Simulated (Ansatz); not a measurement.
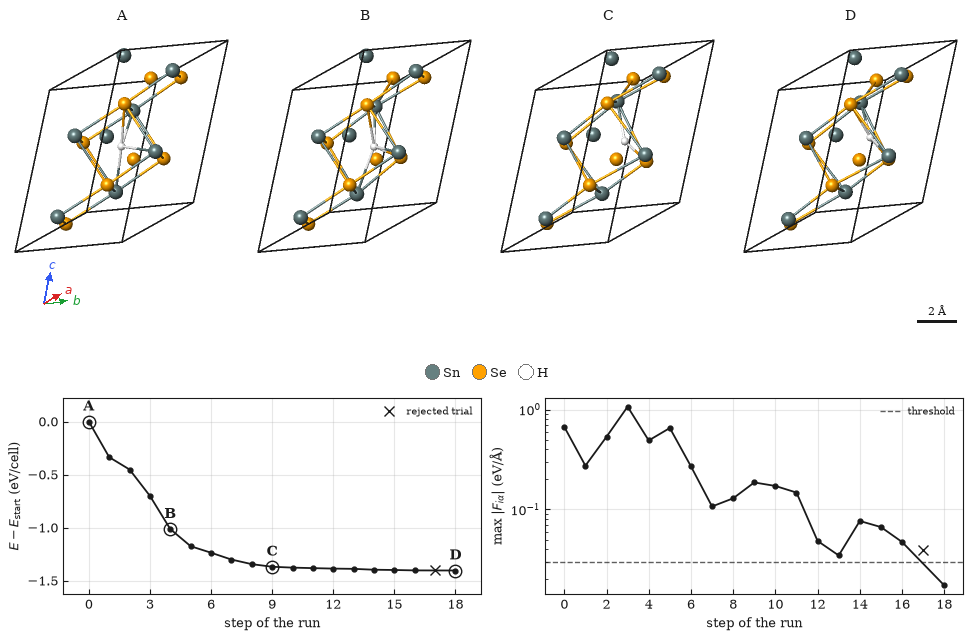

Frames of a relaxation of a defect cell of composition Sn₈HSe₈ (cell charge +1), marked on the history of the run. A ball-and-stick model of the cell of the calculation (origin shifted), seen from a free direction.

It is an interstitial H in Cmcm SnSe. The run prepares an end point of a later path (interstitial hop) calculation, from a guessed geometry.

Computed with Ansatz 0.2.0, DFT LDA, scalar-relativistic, plane waves, PAW. Settings: plane-wave cutoff 420 eV; k-point mesh 2 × 2 × 2; occupations gaussian; smearing width 0.05 eV; no spin polarisation; atoms relaxed in a fixed cell; force threshold 0.03 eV/Å; at most 60 steps.

Q: What happens along the run?

A: After 17 accepted moves (18 points after the start) the energy has fallen by 1.404 eV per cell of the calculation. The largest force component goes from 0.67 to 0.017 eV/Å. The line search rejected the trial step at point 17 of the run. The atom that moves furthest is the H atom (1.14 Å along [2 3 1]). Largest moves by element: H 1.14 Å, Sn 0.48 Å, Se 0.24 Å. The lattice vectors keep their values. Among the contacts that change: H–Se 2.379 → 1.541 Å, H–Sn 2.639 → 3.218 Å, Se–Sn 3.767 → 3.277 Å, Se–Sn 3.063 → 3.538 Å. Among the angles between lasting bonds that change: Se–Sn–Se 89.4° → 103.1°, Se–Sn–Se 89.6° → 101.7°, Sn–Se–Sn 89.4° → 101.3°. The run took 70 s on 4 threads of Intel(R) Xeon(R) Platinum 8488C (Sapphire Rapids) (shared host), peak memory 1.6 GiB. From step 0 to 4: the H atom moves most (0.57 Å), energy −1.014 eV per cell of the calculation. From step 4 to 9: the H atom moves most (0.57 Å), energy −0.355 eV per cell of the calculation. From step 9 to 18: the H atom moves most (0.53 Å), energy −35.3 meV per cell of the calculation.

Limits of the set-up: the periodic images lie only 7.6 Å apart, so the values are limited by the cell's size; the cell is charged, on a uniform background, and energies carry no finite-size correction.
